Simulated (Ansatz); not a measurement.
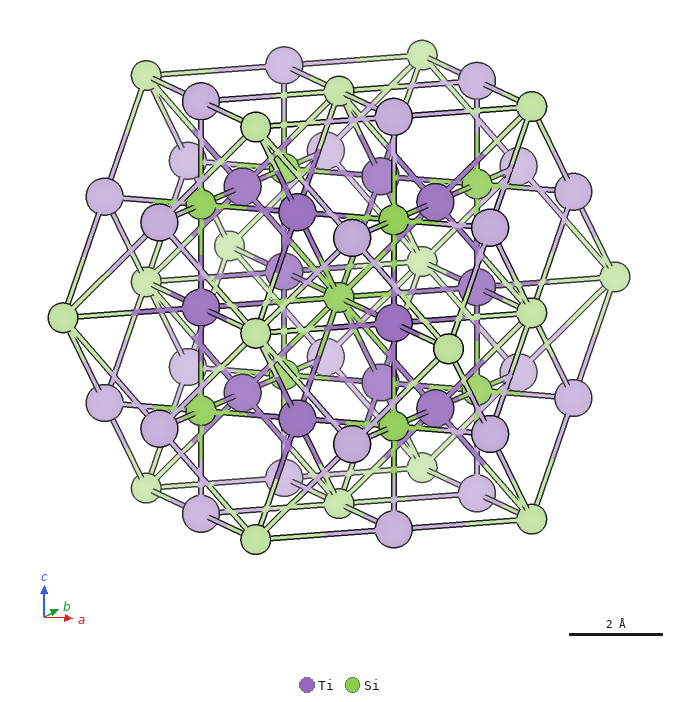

*The input geometry (ball-and-stick view of the cell of the calculation, seen slightly off an axis; neighbours outside the cell are drawn fainter).*

**Run report: Ti3Si2, single-point calculation**

Ti3Si2 (Pm-3m, 5 atoms in the cell), computed with DFT PBE, scalar-relativistic, plane waves, PAW, spin-polarised (Ansatz 0.2.0).

The structure was made by a generator, so it may or may not be a known phase.

The input
```yaml
crystal:
  lattice:
    - [4.5510363094, 0.0, 0.0]
    - [0.0, 4.5510363094, 0.0]
    - [0.0, 0.0, 4.5510363094]
  atoms:
    - { symbol: Ti, position: [0.5, 0.0, 0.0], spin: 1.0 }
    - { symbol: Ti, position: [0.0, 0.5, 0.0], spin: 1.0 }
    - { symbol: Ti, position: [0.0, 0.0, 0.5], spin: 1.0 }
    - { symbol: Si, position: [0.0, 0.0, 0.0] }
    - { symbol: Si, position: [0.5, 0.5, 0.5] }
basis:
  ecutwfc: 420
kpoints:
  mp_grid: { grid: [4, 4, 4] }
hamiltonian:
  xc: pbe
scf:
  occupations: { method: gaussian, width: 0.1 }
  lower_state_search: "off"
output:
  forces: true
  stress: true
  eigenvalues: true
  populations: true
magnetization:
  spin_polarized: true
```

Hardware: 1 thread of Intel Xeon @ 2.50GHz (Skylake/Cascade Lake), 189 GiB of memory available, shared host.

Command:
```bash
ansatz run input.yaml --threads 1 --pin off --max-ram 2560MiB --backend cpu --events-out ev --progress --plain --runs-dir out
```

What the program printed
```
Engine: ansatz 0.2.0, x86_64-unknown-linux-gnu
Pseudopotentials: kind: paw
Pseudopotential: Ti, paw, valence charge 12, recommended cutoff 420 eV (normal), Ti.paw.azcp
Pseudopotential: Si, paw, valence charge 4, recommended cutoff 420 eV (normal), Si.paw.azcp
Functional definition: PBE
  parameter kappa = 0.804
  parameter beta = 0.06672455060314922
  exchange = pbe_x(kappa = kappa, mu = beta*pi^2/3)
  correlation = pbe_c(beta = beta)
Crystal: 5 atoms, lattice volume = 94.261 Å³
Basis set: ecut = 420 eV, 1839 PW (Γ), exchange–correlation on 64×64×64 points (8 copies of the dense FFT grid, shifted against one another)
Bands: 29, of which v1, the nominal top of the filled ones, is band 22 counted from 1 (21 counted from 0)
Symmetry: 48 space group operations
Space group: Pm-3m (ITA 221), of the structure as read, at distance tolerance 4.6e-5 Å
Magnetic group: BNS 221.92 (UNI 1594), of the structure as read, at distance tolerance 4.6e-5 Å
k-points: 10 of 64
Non-local potential: Ti, projectors of the file, l = 0: 3, l = 1: 2, l = 2: 3, l = 3: 1
Non-local potential: Si, projectors of the file, l = 0: 2, l = 1: 2, l = 2: 2
PAW form: soft (Blöchl's): semilocal exchange-correlation on the pseudo side does not see the compensation charge
PAW one-centre angular grid: Ti, 590 points (default); XC on 64 Gauss nodes
PAW one-centre angular grid: Si, 110 points (default); XC on 64 Gauss nodes
Initial density: superposition of atomic densities (chi_scale 0.1, normalization cell)
Starting moments: Σ|m| = 3 μB on 3 of 5 sites
Initial wavefunctions: pseudopotential atomic-orbital guess
Functional: x = pbe(κ = 0.804, μ = 0.2195149727645171), c = pbe(β = 0.06672455060314922)
SCF iter   1: F=—  HF=-8771.880082 eV  |F-HF|=—  |Δ(HF+E_count)|=         —  Δρ=5.52e-2 (↑5.52e-2 ↓3.46e-2)  dr2=9.81e0  dr2_m=8.98e-1  M=1.340 μB ∫|m|=1.411 μB  β_m=0.30  ethr=3.10e-3  ⟨swp⟩=4.8  Hψ=2416  notcnv=0
preconditioner: auto → Kerker (q_TF=auto, 2.403 Å⁻¹)  [metal: Δε(μ)=0.034 eV  Ē_g=4.868 eV  σ=0.100 eV  W_gap=0.19  n_scr=26 (ndim 8)  ℏωp=17.1 eV  f_vac=0.000  D(μ)=5.35/eV (n_scr^D=56)]
spin=Collinear: Kerker preconditioning applied to the charge; magnetization (m = ρ↑ − ρ↓) channel mixes plain (no charge-response kernel on spin).
SCF iter   2: F=—  HF=-8770.553294 eV  |F-HF|=—  |Δ(HF+E_count)|=    1.33e0  Δρ=3.60e-2 (↑3.60e-2 ↓2.77e-2)  dr2=4.97e0  dr2_m=4.75e-1  M=1.283 μB ∫|m|=1.357 μB  β_m=0.30  ethr=3.10e-3  ⟨swp⟩=2.5  Hψ=1069  notcnv=0  defer=27
SCF iter   3: F=—  HF=-8769.348690 eV  |F-HF|=—  |Δ(HF+E_count)|=    1.20e0  Δρ=2.33e-2 (↑1.25e-2 ↓2.33e-2)  dr2=3.96e-1  dr2_m=2.44e-1  M=1.185 μB ∫|m|=1.298 μB  β_m=0.30  ethr=3.10e-3  ⟨swp⟩=3.9  Hψ=1232  notcnv=0  defer=27
SCF iter   4: F=—  HF=-8769.309346 eV  |F-HF|=—  |Δ(HF+E_count)|=   3.93e-2  Δρ=1.74e-2 (↑1.74e-2 ↓1.21e-2)  dr2=5.49e-2  dr2_m=1.81e-1  M=1.017 μB ∫|m|=1.127 μB  β_m=0.30  ethr=9.01e-4  ⟨swp⟩=3.6  Hψ=1266  notcnv=0  defer=21
SCF iter   5: F=—  HF=-8769.326416 eV  |F-HF|=—  |Δ(HF+E_count)|=   1.71e-2  Δρ=1.18e-2 (↑1.18e-2 ↓1.13e-2)  dr2=1.45e-2  dr2_m=1.11e-1  M=0.929 μB ∫|m|=1.037 μB  β_m=0.30  ethr=1.25e-4  ⟨swp⟩=2.5  Hψ=950  notcnv=0  defer=21
SCF iter   6: F=—  HF=-8769.341060 eV  |F-HF|=—  |Δ(HF+E_count)|=   1.46e-2  Δρ=9.34e-3 (↑8.96e-3 ↓9.34e-3)  dr2=1.18e-3  dr2_m=7.19e-2  M=0.845 μB ∫|m|=0.949 μB  β_m=0.30  ethr=3.29e-5  ⟨swp⟩=2.2  Hψ=930  notcnv=0  defer=21
SCF iter   7: F=—  HF=-8769.351866 eV  |F-HF|=—  |Δ(HF+E_count)|=   1.08e-2  Δρ=7.70e-3 (↑7.70e-3 ↓7.58e-3)  dr2=3.64e-4  dr2_m=5.03e-2  M=0.753 μB ∫|m|=0.856 μB  β_m=0.30  ethr=2.69e-6  ⟨swp⟩=2.0  Hψ=876  notcnv=0  defer=21
SCF iter   8: F=—  HF=-8769.359917 eV  |F-HF|=—  |Δ(HF+E_count)|=   8.05e-3  Δρ=6.33e-3 (↑6.32e-3 ↓6.33e-3)  dr2=4.51e-5  dr2_m=3.45e-2  M=0.682 μB ∫|m|=0.782 μB  β_m=0.30  ethr=8.28e-7  ⟨swp⟩=2.4  Hψ=965  notcnv=0  defer=21
Mixer restart at iter 8: flushing history
spin-set hold released at iteration 8 (site moments contracting): the magnetisation degrees of freedom join the quasi-Newton model from the next iteration; the mixer history was flushed
SCF iter   9: F=—  HF=-8769.365758 eV  |F-HF|=—  |Δ(HF+E_count)|=   5.84e-3  Δρ=5.25e-3 (↑5.25e-3 ↓5.19e-3)  dr2=4.72e-5  dr2_m=2.36e-2  M=0.626 μB ∫|m|=0.721 μB  β_m=0.46  ethr=1.03e-7  ⟨swp⟩=2.5  Hψ=1081  notcnv=0  defer=21
SCF iter  10: F=—  HF=-8769.377673 eV  |F-HF|=—  |Δ(HF+E_count)|=   1.19e-2  Δρ=1.43e-3 (↑1.30e-3 ↓1.43e-3)  dr2=4.14e-5  dr2_m=1.61e-3  M=0.462 μB ∫|m|=0.524 μB  β_m=0.68  ethr=1.03e-7  ⟨swp⟩=3.0  Hψ=1229  notcnv=0  defer=21
SCF iter  11: F=—  HF=-8769.379053 eV  |F-HF|=—  |Δ(HF+E_count)|=   1.38e-3  Δρ=3.97e-4 (↑3.97e-4 ↓3.08e-4)  dr2=2.06e-5  dr2_m=1.05e-4  M=0.389 μB ∫|m|=0.432 μB  β_m=0.84  ethr=9.42e-8  ⟨swp⟩=3.0  Hψ=1196  notcnv=0  defer=21
SCF iter  12: F=—  HF=-8769.379335 eV  |F-HF|=—  |Δ(HF+E_count)|=   2.83e-4  Δρ=2.75e-4 (↑1.94e-4 ↓2.75e-4)  dr2=1.51e-5  dr2_m=4.55e-5  M=0.358 μB ∫|m|=0.393 μB  β_m=0.92  ethr=4.68e-8  ⟨swp⟩=2.8  Hψ=1103  notcnv=0  defer=21
SCF iter  13: F=—  HF=-8769.379555 eV  |F-HF|=—  |Δ(HF+E_count)|=   2.19e-4  Δρ=1.38e-4 (↑1.38e-4 ↓1.09e-4)  dr2=4.64e-6  dr2_m=1.25e-5  M=0.313 μB ∫|m|=0.338 μB  β_m=0.96  ethr=3.44e-8  ⟨swp⟩=3.0  Hψ=1137  notcnv=0  defer=21
SCF iter  14: F=—  HF=-8769.379609 eV  |F-HF|=—  |Δ(HF+E_count)|=   5.43e-5  Δρ=5.61e-5 (↑5.61e-5 ↓4.92e-5)  dr2=4.82e-7  dr2_m=2.18e-6  M=0.281 μB ∫|m|=0.302 μB  β_m=0.97  ethr=1.05e-8  ⟨swp⟩=3.0  Hψ=1136  notcnv=0  defer=21
SCF iter  15: F=—  HF=-8769.379622 eV  |F-HF|=—  |Δ(HF+E_count)|=   1.31e-5  Δρ=2.45e-5 (↑2.45e-5 ↓2.19e-5)  dr2=5.02e-8  dr2_m=4.56e-7  M=0.262 μB ∫|m|=0.282 μB  β_m=0.99  ethr=2.27e-10  ⟨swp⟩=6.5  Hψ=3061  notcnv=0
iter 16 did not close the SCF: its close was put off for a magnetic moment that had not settled (scf_convergence_deferred on its scf_iter line)
SCF iter  16: F=-8769.379625 eV  HF=-8769.379625 eV  |F-HF|=2.69e-8  |Δ(HF+E_count)|=   3.08e-6  Δρ=8.64e-6 (↑8.64e-6 ↓8.38e-6)  dr2=2.74e-8  dr2_m=5.83e-8  M=0.250 μB ∫|m|=0.269 μB  β_m=0.99  ethr=1.14e-10  ⟨swp⟩=6.7  Hψ=2393  notcnv=0
iter 17 did not close the SCF: its close was put off for a magnetic moment that had not settled (scf_convergence_deferred on its scf_iter line)
SCF iter  17: F=-8769.379626 eV  HF=-8769.379626 eV  |F-HF|=7.28e-10  |Δ(HF+E_count)|=   3.53e-7  Δρ=1.07e-6 (↑9.55e-7 ↓1.07e-6)  dr2=9.86e-10  dr2_m=7.20e-10  M=0.245 μB ∫|m|=0.263 μB  β_m=1.00  ethr=6.23e-11  ⟨swp⟩=1.9  Hψ=1997  notcnv=0
SCF iter  18: F=-8769.379626 eV  HF=-8769.379626 eV  |F-HF|=6.91e-11  |Δ(HF+E_count)|=   7.90e-9  Δρ=2.50e-7 (↑2.26e-7 ↓2.50e-7)  dr2=2.89e-11  dr2_m=4.38e-11  M=0.244 μB ∫|m|=0.263 μB  ethr=2.24e-12  ⟨swp⟩=1.2  Hψ=1882  notcnv=0
SCF 1 converged in 18 iterations: F = -8769.379626 eV  dr2 = 2.89e-11
  greatest PAW one-centre occupation: 0.999 electrons in one spin orbital (limit 2), on the Ti atom at site 0 (counted from 0), in its partial waves of l = 0
```

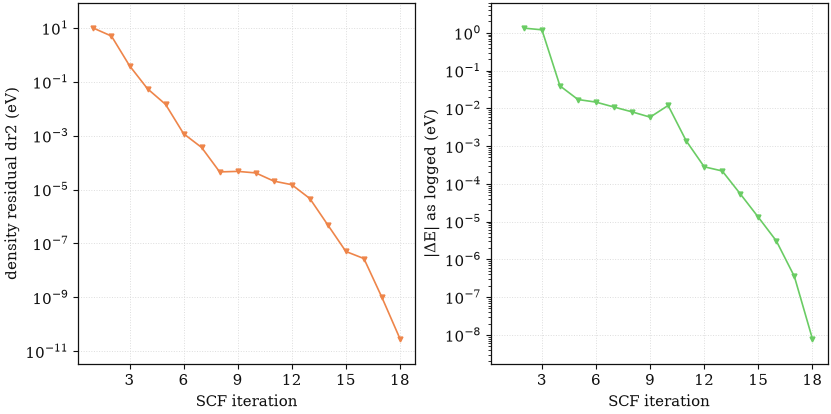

*Convergence of the self-consistent field: density residual dr2 and size of the energy change against the SCF iteration.*

The residual falls almost steadily, with no more than small rises.

```
SCF converged after 18 iterations
Magnetization: 0.2443 μB (22.1221 up, 21.8779 down)
Absolute magnetization: 0.2626 μB (∫|ρ↑−ρ↓|, with the PAW one-centre terms)
Spin contamination: 0.0007 ħ² per cell (⟨S²⟩ above its minimum at these occupations)
Per-site moments (μB) at R_I (Å): [(0.05259358019512113, 0.9386512388137499), (0.052593580195121246, 0.9386512388137499), (0.052593580195121094, 0.9386512388137499), (-0.00220486446009997, 0.9386512388137499), (-0.0064698793895076835, 1.3274533122687122)]
Free energy (F): -8769.379626 eV
Harris-Foulkes:  -8769.379626 eV  (|F-HF|=6.91e-11)
Internal energy: -8769.345770 eV  (E = F + TS)
E sigma→0 (E₀):  -8769.362698 eV
Entropy (-TS):   -0.033856 eV (-6.771 meV/atom)
Fermi energy:    10.124406 eV
--- Per-component energies (eV) ---
  E_band       = -564.218228
  E_kinetic    = 897.275277
  E_local      = -3328.451127  (includes V_loc(G=0)·N_el)
  E_nonlocal   = 79.905180
  E_hartree    = 1382.333259
  E_xc         = -402.377999
  E_vxc        = -458.653450  (∫ρ·V_xc dr)
  E_paw        = -4169.350813  (= ΣΔE_a)
  E_vpaw       = -518.960847  (= ΣTr[D̂ρ^β])
  E_aug_tail   = 0.000368  (compensation charges beyond the density's cutoff)
  E_ewald      = -3228.679914
  E_smearing   = -0.033856  (= −TS)
  E_closure    = -0.000000  (closes the sum)
  Σ components = -8769.379626   (vs F -8769.379626, Δ=0.00e0)
--- Forces (eV/Å), atoms counted from 1 ---
  atom   1  Ti    -0.00000000    -0.00000000     0.00000000
  atom   2  Ti     0.00000000     0.00000000    -0.00000000
  atom   3  Ti     0.00000000     0.00000000    -0.00000000
  atom   4  Si     0.00000000     0.00000000     0.00000000
  atom   5  Si     0.00000000     0.00000000     0.00000000
  max |Σ_I F_I| component: 4.40e-29 eV/Å
--- Stress (GPa, compression-positive) ---
        0.050232      -0.000000       0.000000
       -0.000000       0.050232       0.000000
        0.000000       0.000000       0.050232
  P = ⅓ Tr σ = 0.0502 GPa (0.502 kbar)
--- Band table (eV; the first three rows and the last of 20) ---
  k-point 0 ↑: bands = ["-47.0521", "-47.0142", "-47.0142", "-23.4200", "-23.4200", "-23.4200", "-23.3204", "-23.3204", "-23.3204", "-23.2232", "-23.2232", "-23.2232", "0.2921", "2.8416", "8.2262", "8.2262", "8.2262", "8.4716", "8.4716", "8.4716", "8.8152", "8.8152", "10.8481", "10.8481", "11.1671", "11.1671", "11.1671", "11.5191", "11.7180"]
  k-point 1 ↑: bands = ["-47.0472", "-47.0187", "-47.0141", "-23.4050", "-23.4050", "-23.3967", "-23.3252", "-23.3252", "-23.3215", "-23.2539", "-23.2336", "-23.2336", "0.6972", "2.8405", "6.9126", "8.1261", "8.1261", "8.3380", "8.3380", "8.5972", "8.6315", "9.1978", "10.0131", "10.8708", "10.9471", "10.9471", "10.9674", "11.6113", "12.0203"]
  k-point 2 ↑: bands = ["-47.0394", "-47.0261", "-47.0141", "-23.3843", "-23.3843", "-23.3521", "-23.3350", "-23.3350", "-23.3225", "-23.3059", "-23.2447", "-23.2447", "1.3480", "2.5236", "6.8030", "7.0847", "8.0593", "8.0593", "8.1882", "8.1882", "8.7457", "9.7705", "10.4998", "10.7456", "10.8475", "10.8475", "10.8938", "11.4360", "11.4685"]
  k-point 9 ↓: bands = ["-46.9664", "-46.9664", "-46.9664", "-23.4535", "-23.3435", "-23.3435", "-23.3435", "-23.1967", "-23.1967", "-23.1967", "-23.1596", "-23.1596", "3.1928", "3.3028", "5.6434", "5.6434", "5.6434", "7.8208", "7.8208", "7.8208", "10.3186", "10.3186", "10.3186", "10.4601", "10.4601", "10.4601", "11.4277", "11.6046", "11.6046"]
--- Löwdin populations: 5 sites ---
  site symbol       q [e]    m [muB]
     0     Ti     11.4610     0.0845
     1     Ti     11.4610     0.0845
     2     Ti     11.4610     0.0845
     3     Si      4.5065    -0.0076
     4     Si      4.6825    -0.0116
  spilling = 0.009725 (of n_electrons = 44.000000)
```

File populations.tsv
```
# site	symbol	l	j	q_up	q_dn
# orbitals = lowdin
# n_electrons = 44.000000
# spilling = 0.009725
0	Ti	0_3S	-	0.945869	0.945982
0	Ti	0_4S	-	0.277303	0.275551
0	Ti	1_3P	-	2.991680	2.991661
0	Ti	2_3D	-	1.557934	1.475054
1	Ti	0_3S	-	0.945869	0.945982
1	Ti	0_4S	-	0.277303	0.275551
1	Ti	1_3P	-	2.991680	2.991661
1	Ti	2_3D	-	1.557934	1.475054
2	Ti	0_3S	-	0.945869	0.945982
2	Ti	0_4S	-	0.277303	0.275551
2	Ti	1_3P	-	2.991680	2.991661
2	Ti	2_3D	-	1.557934	1.475054
3	Si	0_3S	-	0.635328	0.636507
3	Si	1_3P	-	1.614130	1.620528
4	Si	0_3S	-	0.777216	0.777341
4	Si	1_3P	-	1.558268	1.569695
```

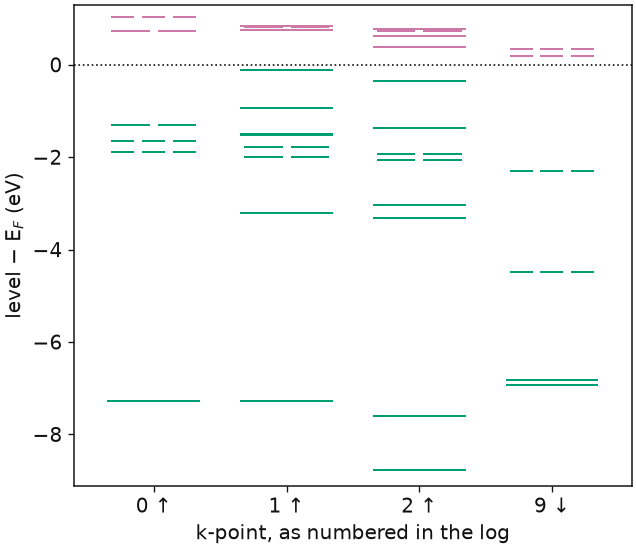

*Kohn–Sham levels near the Fermi level (dotted) at the few k-points that the log prints; levels within 0.02 eV of each other stand side by side.*

The system is metallic on the full mesh.

Key numbers

```json
{"quantity": "outcome", "value": "converged"}
{"quantity": "space group (tolerance 0.01 Å)", "value": "Pm-3m (221)"}
{"quantity": "electrons treated", "value": "44"}
{"quantity": "free energy", "value": "−8769.3796 eV"}
{"quantity": "Fermi energy", "value": "10.124 eV"}
{"quantity": "gap on the k-point mesh", "value": "none (metallic)"}
{"quantity": "net moment of the cell", "value": "0.24 μB"}
{"quantity": "integrated absolute moment", "value": "0.26 μB"}
{"quantity": "pressure", "value": "0.05 GPa"}
{"quantity": "largest force (length of the vector)", "value": "under 0.001 eV/Å"}
{"quantity": "wall time", "value": "21 s"}
{"quantity": "peak memory", "value": "0.39 GiB"}
```
